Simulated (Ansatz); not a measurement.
## Cu/BN/Zn: conductance against the thickness of the layer

Wanted: T(E), the conductance and its decay constant for Cu/BN/Zn. The lower electrode is Cu fcc(111), the upper one Zn hcp(0001); the barrier is BN zinc blende(111) (whole bilayers). In the first transport cell, after relaxation, the nearest pair of electrode and barrier is Cu–N at 2.00 Å, along the normal, at the lower face and Zn–B at 2.70 Å, at a slant, too long for a bond, at the upper one. A gap without bonds adds to the barrier. All share a net of side 2.567 Å, which strains the lower electrode by +0.0 %, the upper one by -3.5 % and the barrier by +0.0 %, against typed lattice constants near PBE's. The first steps treat the bulk electrodes alone.

Method: PBE DFT, plane waves, PAW files, in the first sound run; inputs show where later runs differ, in Ansatz 0.2.0.

## Step 1: Set-up

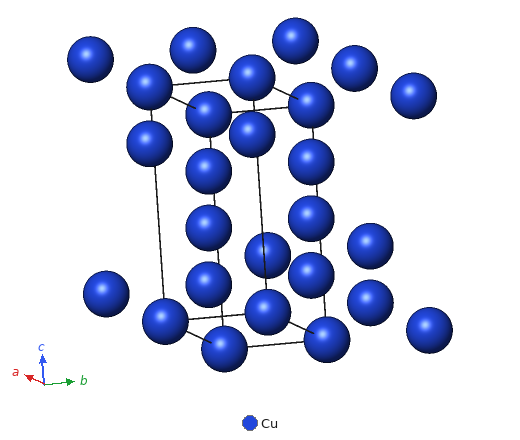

The cell as given, from a free direction (copper blue). 2×2×1 cells are drawn. Some periodic images of atoms are drawn too.

## Step 2: The strained electrode, 3 atoms, electrode Cu fcc(111)

The electrode is held to the junction's net and relaxed along the normal; its spacing is used for the ideal lead layers.

Contents of input.yaml:

```yaml
crystal:
  lattice:
    - [2.567, 0.0, 0.0]
    - [-1.2835, 2.2230872115, 0.0]
    - [0.0, 0.0, 6.2869974147]
  atoms:
    - { symbol: Cu, position: [0.0, 0.0, 0.0] }
    - { symbol: Cu, position: [0.3333333333, 0.6666666667, 0.3333333333] }
    - { symbol: Cu, position: [0.6666666667, 0.3333333333, 0.6666666667] }
kpoints:
  mp_grid: { grid: [18, 18, 5] }
scf:
  occupations: { method: fermi_dirac, width: 0.1 }
  max_iter: 150
hamiltonian:
  xc: pbe
relax:
  f_tol: 0.01
  max_steps: 40
  cell: { fix: [a, b, angles] }
```

On the command line:

```bash
$ ansatz run input.yaml --threads 4 --pin off --max-ram 18432MiB --backend cpu --events-out ev --progress --plain --runs-dir out
```

Numbers of over 12 decimals in the logs are rounded to 6 here.

The log of the run:

```text
Engine: ansatz 0.2.0, aarch64-unknown-linux-gnu
Pseudopotentials: kind: paw
Pseudopotential: Cu, paw, valence charge 19, recommended cutoff 420 eV (normal), Cu.paw.azcp
Functional definition: PBE
  parameter kappa = 0.804
  parameter beta = 0.066725
  exchange = pbe_x(kappa = kappa, mu = beta*pi^2/3)
  correlation = pbe_c(beta = beta)
Crystal: 3 atoms, lattice volume = 35.878 Å³
Basis set: ecut = 420 eV, 723 PW (Γ), exchange–correlation on 36×36×90 points (8 copies of the dense FFT grid, shifted against one another)
Bands: 35, of which v1, the nominal top of the filled ones, is band 29 counted from 1 (28 counted from 0)
Symmetry: 36 space group operations
Space group: R-3m (ITA 166), of the structure as read, at distance tolerance 3.3e-5 Å
k-points: 165 of 1620
Non-local potential: Cu, projectors of the file, l = 0: 3, l = 1: 2, l = 2: 3, l = 3: 1
PAW form: soft (Blöchl's): semilocal exchange-correlation on the pseudo side does not see the compensation charge
PAW one-centre angular grid: Cu, 590 points (default); XC on 64 Gauss nodes
Initial density: superposition of atomic densities (neutral atoms: chi_scale 0, normalization atom), corrected by the library's trained network
Initial wavefunctions: pseudopotential atomic-orbital guess
Functional: x = pbe(κ = 0.804, μ = 0.219515), c = pbe(β = 0.066725)
SCF iter   1: F=—  HF=-19875.537766 eV  |F-HF|=—  |Δ(HF+E_count)|=         —  Δρ=7.40e-4  dr2=5.03e-5  ethr=1.77e-3  ⟨swp⟩=5.1  Hψ=18777  notcnv=0  defer=60
preconditioner: auto → Kerker (q_TF=auto, 2.947 Å⁻¹)  [metal: Δε(μ)=0.026 eV  Ē_g=11.183 eV  σ=0.100 eV  W_gap=0.06  n_scr=10 (ndim 8)  ℏωp=35.6 eV  f_vac=0.000  D(μ)=0.91/eV (n_scr^D=4)]
SCF iter   2: F=—  HF=-19875.538172 eV  |F-HF|=—  |Δ(HF+E_count)|=   4.05e-4  Δρ=4.70e-4  dr2=2.92e-5  ethr=8.82e-8  ⟨swp⟩=3.1  Hψ=15104  notcnv=0  defer=62
SCF iter   3: F=—  HF=-19875.538219 eV  |F-HF|=—  |Δ(HF+E_count)|=   4.76e-5  Δρ=1.78e-4  dr2=3.69e-6  ethr=5.11e-8  ⟨swp⟩=2.0  Hψ=8313  notcnv=0  defer=62
SCF iter   4: F=—  HF=-19875.538221 eV  |F-HF|=—  |Δ(HF+E_count)|=   1.35e-6  Δρ=4.95e-5  dr2=5.03e-7  ethr=6.47e-9  ⟨swp⟩=2.1  Hψ=8509  notcnv=0  defer=62
iter 5 did not close the SCF: its close was put off for the readings that it lacked (scf_convergence_deferred on its scf_iter line)
SCF iter   5: F=-19875.538221 eV  HF=-19875.538221 eV  |F-HF|=8.15e-10  |Δ(HF+E_count)|=   2.88e-7  Δρ=1.40e-5  dr2=4.79e-8  ethr=8.83e-10  ⟨swp⟩=2.0  Hψ=8146  notcnv=0  defer=62
SCF iter   6: F=-19875.538221 eV  HF=-19875.538221 eV  |F-HF|=1.27e-10  |Δ(HF+E_count)|=   1.95e-8  Δρ=3.15e-6  dr2=2.46e-9  ethr=8.40e-11  ⟨swp⟩=2.3  Hψ=17912  notcnv=0
SCF 1 converged in 6 iterations: F = -19875.538221 eV  dr2 = 2.46e-9
  greatest PAW one-centre occupation: 1.000 electrons in one spin orbital (limit 2), on the Cu atom at site 2 (counted from 0), in its partial waves of l = 0
relax step   1: F+E_penalty+E_count = -19875.53822092 eV  Δ(F+E_penalty+E_count) = +0.000e0 eV  max|allowed force component| = 3.010e-27 eV/Å  Δτ_max = 0.0000 Å  P = -0.003 GPa  Ω = 35.878 Å³  fix = [a, b, alpha, beta, gamma]  reactions: a +0.056, b +0.056 GPa  (6 SCF iters, dr2 threshold 1.00e-7 eV, accepted)
Crystal: 3 atoms, lattice volume = 35.870 Å³
Initial density: handed on by an earlier stage of this run
Initial wavefunctions: those handed on with the density
iter 1 solved again at ethr=2.47e-9 eV; its pass at ethr=3.10e-3 eV (dr2=1.41e-6 eV) is discarded
SCF iter   1: F=—  HF=-19875.538223 eV  |F-HF|=—  |Δ(HF+E_count)|=         —  Δρ=8.13e-5  dr2=1.48e-6  ethr=2.47e-9  ⟨swp⟩=2.1  Hψ=23911  notcnv=0
preconditioner: auto → Kerker (q_TF=auto, 2.947 Å⁻¹)  [metal: Δε(μ)=0.027 eV  Ē_g=11.183 eV  σ=0.100 eV  W_gap=0.07  n_scr=10 (ndim 8)  ℏωp=35.6 eV  f_vac=0.000  D(μ)=0.91/eV (n_scr^D=4)]
SCF iter   2: F=—  HF=-19875.538231 eV  |F-HF|=—  |Δ(HF+E_count)|=   8.03e-6  Δρ=1.92e-5  dr2=1.05e-7  ethr=2.47e-9  ⟨swp⟩=2.2  Hψ=7637  notcnv=0
SCF iter   3: F=—  HF=-19875.538231 eV  |F-HF|=—  |Δ(HF+E_count)|=   4.83e-8  Δρ=1.36e-5  dr2=5.30e-8  ethr=1.84e-10  ⟨swp⟩=2.3  Hψ=8716  notcnv=0
iter 4 did not close the SCF: its close was put off for the readings that it lacked (scf_convergence_deferred on its scf_iter line)
SCF iter   4: F=-19875.538231 eV  HF=-19875.538231 eV  |F-HF|=1.77e-9  |Δ(HF+E_count)|=   7.61e-9  Δρ=2.83e-6  dr2=1.16e-9  ethr=9.30e-11  ⟨swp⟩=2.1  Hψ=7445  notcnv=0
iter 5 did not close the SCF: its close was put off for the readings that it lacked (scf_convergence_deferred on its scf_iter line)
SCF iter   5: F=-19875.538231 eV  HF=-19875.538231 eV  |F-HF|=7.28e-12  |Δ(HF+E_count)|=   2.79e-9  Δρ=5.33e-7  dr2=7.20e-11  ethr=2.04e-12  ⟨swp⟩=2.0  Hψ=10513  notcnv=0
SCF iter   6: F=-19875.538231 eV  HF=-19875.538231 eV  |F-HF|=3.64e-12  |Δ(HF+E_count)|=  2.55e-11  Δρ=1.23e-7  dr2=3.95e-12  ethr=1.00e-12  ⟨swp⟩=1.8  Hψ=13320  notcnv=0
SCF 2 converged in 6 iterations: F = -19875.538231 eV  dr2 = 3.95e-12
relax step   2: F+E_penalty+E_count = -19875.53823106 eV  Δ(F+E_penalty+E_count) = -1.014e-5 eV  max|allowed force component| = 1.007e-27 eV/Å  Δτ_max = 0.0000 Å  P = +0.026 GPa  Ω = 35.870 Å³  energy of the carried Pulay correction = +5.671e-6 eV  fix = [a, b, alpha, beta, gamma]  reactions: a +0.074, b +0.074 GPa  (6 SCF iters, dr2 threshold 3.66e-8 eV, accepted)
Crystal: 3 atoms, lattice volume = 35.860 Å³
iter 1 solved again at ethr=4.58e-9 eV; its pass at ethr=3.10e-3 eV (dr2=2.61e-6 eV) is discarded
SCF iter   1: F=—  HF=-19875.538233 eV  |F-HF|=—  |Δ(HF+E_count)|=         —  Δρ=1.10e-4  dr2=2.74e-6  ethr=4.58e-9  ⟨swp⟩=2.1  Hψ=23613  notcnv=0
preconditioner: auto → Kerker (q_TF=auto, 2.947 Å⁻¹)  [metal: Δε(μ)=0.029 eV  Ē_g=11.185 eV  σ=0.100 eV  W_gap=0.07  n_scr=10 (ndim 8)  ℏωp=35.6 eV  f_vac=0.000  D(μ)=0.91/eV (n_scr^D=4)]
SCF iter   2: F=—  HF=-19875.538241 eV  |F-HF|=—  |Δ(HF+E_count)|=   7.87e-6  Δρ=2.53e-5  dr2=1.88e-7  ethr=4.58e-9  ⟨swp⟩=2.2  Hψ=7833  notcnv=0
SCF iter   3: F=—  HF=-19875.538241 eV  |F-HF|=—  |Δ(HF+E_count)|=   8.35e-8  Δρ=1.80e-5  dr2=9.72e-8  ethr=3.30e-10  ⟨swp⟩=2.3  Hψ=8907  notcnv=0
iter 4 did not close the SCF: its close was put off for the readings that it lacked (scf_convergence_deferred on its scf_iter line)
SCF iter   4: F=-19875.538241 eV  HF=-19875.538241 eV  |F-HF|=2.99e-9  |Δ(HF+E_count)|=   1.49e-8  Δρ=3.98e-6  dr2=2.50e-9  ethr=1.70e-10  ⟨swp⟩=2.1  Hψ=7446  notcnv=0
iter 5 did not close the SCF: its close was put off for the readings that it lacked (scf_convergence_deferred on its scf_iter line)
SCF iter   5: F=-19875.538241 eV  HF=-19875.538241 eV  |F-HF|=1.46e-11  |Δ(HF+E_count)|=   4.65e-9  Δρ=8.49e-7  dr2=2.02e-10  ethr=4.39e-12  ⟨swp⟩=2.0  Hψ=10501  notcnv=0
SCF iter   6: F=-19875.538241 eV  HF=-19875.538241 eV  |F-HF|=3.64e-12  |Δ(HF+E_count)|=  4.73e-11  Δρ=2.03e-7  dr2=1.15e-11  ethr=1.00e-12  ⟨swp⟩=2.0  Hψ=15112  notcnv=0
SCF 3 converged in 6 iterations: F = -19875.538241 eV  dr2 = 1.15e-11
relax step   3: F+E_penalty+E_count = -19875.53824110 eV  Δ(F+E_penalty+E_count) = -1.004e-5 eV  max|allowed force component| = 8.975e-29 eV/Å  Δτ_max = 0.0000 Å  P = +0.066 GPa  Ω = 35.860 Å³  energy of the carried Pulay correction = +1.346e-5 eV  fix = [a, b, alpha, beta, gamma]  reactions: a +0.099, b +0.099 GPa  (6 SCF iters, dr2 threshold 1.23e-8 eV, accepted)
Initial wavefunctions: pseudopotential atomic-orbital guess (no wavefunctions were taken with the density)
iter 1 solved again at ethr=6.52e-10 eV; its pass at ethr=3.10e-3 eV (dr2=3.71e-7 eV) is discarded
SCF iter   1: F=—  HF=-19875.538219 eV  |F-HF|=—  |Δ(HF+E_count)|=         —  Δρ=1.58e-6  dr2=1.31e-10  ethr=6.52e-10  ⟨swp⟩=4.2  Hψ=39779  notcnv=0
preconditioner: auto → Kerker (q_TF=auto, 2.947 Å⁻¹)  [metal: Δε(μ)=0.028 eV  Ē_g=11.186 eV  σ=0.100 eV  W_gap=0.07  n_scr=10 (ndim 8)  ℏωp=35.6 eV  f_vac=0.000  D(μ)=0.91/eV (n_scr^D=4)]
SCF iter   2: F=—  HF=-19875.538227 eV  |F-HF|=—  |Δ(HF+E_count)|=   8.22e-6  Δρ=1.49e-6  dr2=4.68e-10  ethr=1.00e-12  ⟨swp⟩=2.1  Hψ=10686  notcnv=0
SCF iter   3: F=—  HF=-19875.538227 eV  |F-HF|=—  |Δ(HF+E_count)|=  1.09e-11  Δρ=5.49e-7  dr2=6.18e-11  ethr=1.00e-12  ⟨swp⟩=1.0  Hψ=5775  notcnv=0
iter 4 did not close the SCF: its close was put off for the readings that it lacked (scf_convergence_deferred on its scf_iter line)
SCF iter   4: F=-19875.538227 eV  HF=-19875.538227 eV  |F-HF|=7.28e-12  |Δ(HF+E_count)|=  1.82e-11  Δρ=1.61e-7  dr2=5.41e-12  ethr=1.00e-12  ⟨swp⟩=1.0  Hψ=5775  notcnv=0
iter 5 did not close the SCF: its close was put off for the readings that it lacked (scf_convergence_deferred on its scf_iter line)
SCF iter   5: F=-19875.538227 eV  HF=-19875.538227 eV  |F-HF|=3.64e-12  |Δ(HF+E_count)|=    0.00e0  Δρ=4.92e-8  dr2=5.90e-13  ethr=1.00e-12  ⟨swp⟩=1.0  Hψ=5775  notcnv=0
iter 6 did not close the SCF: its close was put off for the readings that it lacked (scf_convergence_deferred on its scf_iter line)
SCF iter   6: F=-19875.538227 eV  HF=-19875.538227 eV  |F-HF|=7.28e-12  |Δ(HF+E_count)|=  3.64e-12  Δρ=1.15e-8  dr2=3.75e-14  ethr=1.00e-12  ⟨swp⟩=1.0  Hψ=5775  notcnv=0
iter 7 did not close the SCF: its close was put off for the readings that it lacked (scf_convergence_deferred on its scf_iter line)
SCF iter   7: F=-19875.538227 eV  HF=-19875.538227 eV  |F-HF|=3.64e-12  |Δ(HF+E_count)|=  3.64e-12  Δρ=1.42e-9  dr2=4.97e-16  ethr=1.00e-12  ⟨swp⟩=1.0  Hψ=5775  notcnv=0
SCF iter   8: F=-19875.538227 eV  HF=-19875.538227 eV  |F-HF|=3.64e-12  |Δ(HF+E_count)|=  3.64e-12  Δρ=4.09e-10  dr2=2.20e-17  ethr=1.00e-12  ⟨swp⟩=2.1  Hψ=15113  notcnv=0
SCF 4 converged in 8 iterations: F = -19875.538227 eV  dr2 = 2.20e-17
relax step   4: F+E_penalty+E_count = -19875.53822726 eV  Δ(F+E_penalty+E_count) = +1.384e-5 eV  max|allowed force component| = 4.926e-29 eV/Å  Δτ_max = 0.0000 Å  P = +0.067 GPa  Ω = 35.860 Å³  fix = [a, b, alpha, beta, gamma]  reactions: a +0.100, b +0.100 GPa  stress off target by 1.08e-3 GPa on what of the cell is left free  SCF on the basis re-selected at this cell (its energy is not comparable with the rows above)  (8 SCF iters)
basis re-selected at this cell: Δ(F+E_penalty+E_count) = +1.384e-5 eV, ΔP = +0.001 GPa vs the last step (what re-selecting the basis moved, of the pressure what is left beyond the Pulay correction that the steps carried, after the strain that the cell walked since its last selection, with what the two solves' SCF thresholds leave and, on support functions, any second-order correction that the steps lacked; it is no m [...]
SCF converged after 8 iterations
Free energy (F): -19875.538227 eV
Harris-Foulkes:  -19875.538227 eV  (|F-HF|=3.64e-12)
Internal energy: -19875.508208 eV  (E = F + TS)
E sigma→0 (E₀):  -19875.523218 eV
Entropy (-TS):   -0.030019 eV (-10.006 meV/atom)
Fermi energy:    16.528495 eV
--- Per-component energies (eV) ---
  E_band       = -1090.869654
  E_kinetic    = 899.393562
  E_local      = -12217.355679  (includes V_loc(G=0)·N_el)
  E_nonlocal   = 1169.646173
  E_hartree    = 5379.884713
  E_xc         = -268.458861
  E_vxc        = -346.425681  (∫ρ·V_xc dr)
  E_paw        = -4988.833286  (= ΣΔE_a)
  E_vpaw       = -1355.898184  (= ΣTr[D̂ρ^β])
  E_aug_tail   = 0.000731  (compensation charges beyond the density's cutoff)
  E_ewald      = -9849.785562
  E_smearing   = -0.030019  (= −TS)
  E_closure    = -0.000000  (closes the sum)
  Σ components = -19875.538227   (vs F -19875.538227, Δ=0.00e0)
--- Forces (eV/Å), atoms counted from 1 ---
  atom   1  Cu     0.00000000    -0.00000000     0.00000000
  atom   2  Cu     0.00000000    -0.00000000     0.00000000
  atom   3  Cu    -0.00000000    -0.00000000     0.00000000
  max |Σ_I F_I| component: 5.60e-29 eV/Å
--- Stress (GPa, compression-positive) ---
        0.099756       0.000000       0.000000
       -0.000000       0.099756      -0.000000
        0.000000      -0.000000       0.001082
  P = ⅓ Tr σ = 0.0669 GPa (0.669 kbar)
--- Relaxed structure (3 steps of the walk, 3 accepted, 1 SCFs on fresh bases) ---
  F+E_penalty+E_count = -19875.53822726 eV   max|allowed force component| = 4.926e-29 eV/Å   (the final SCF, on the basis selected at the relaxed cell)
  cell:  # Å, volume = 35.8600 Å³
    - [2.567000, 0, 0]
    - [-1.283500, 2.223087, 0]
    - [0, 0, 6.283883]
  atoms:
    - { symbol: Cu, position: [0, 0, 0] }
    - { symbol: Cu, position: [0.333333, 0.666667, 0.333333] }
    - { symbol: Cu, position: [0.666667, 0.333333, 0.666667] }
```

Run time: 10 s. Hardware: 4 threads of Arm Neoverse V1, shared host; peak memory 0.44 GiB.

Little changed from the start: no atom moved by 0.005 Å and no cell edge by 0.1 %.

This step gave:

| Quantity | Value |
| --- | --- |
| free energy | -19875.5382 eV |
| Fermi energy | 16.53 eV |
| pressure | 0.06686 GPa |

[end of part 1 of 7]

[Logs are printed without paths, hosts, clocks, repeated set-up lines and the standing remarks that a program may print on its own settings, such as how far it seeks lower states.]

[Hosts, paths, dates, database ids (printed as entryN), source tags and the programs' standing remarks are cut or masked in the printed files.]
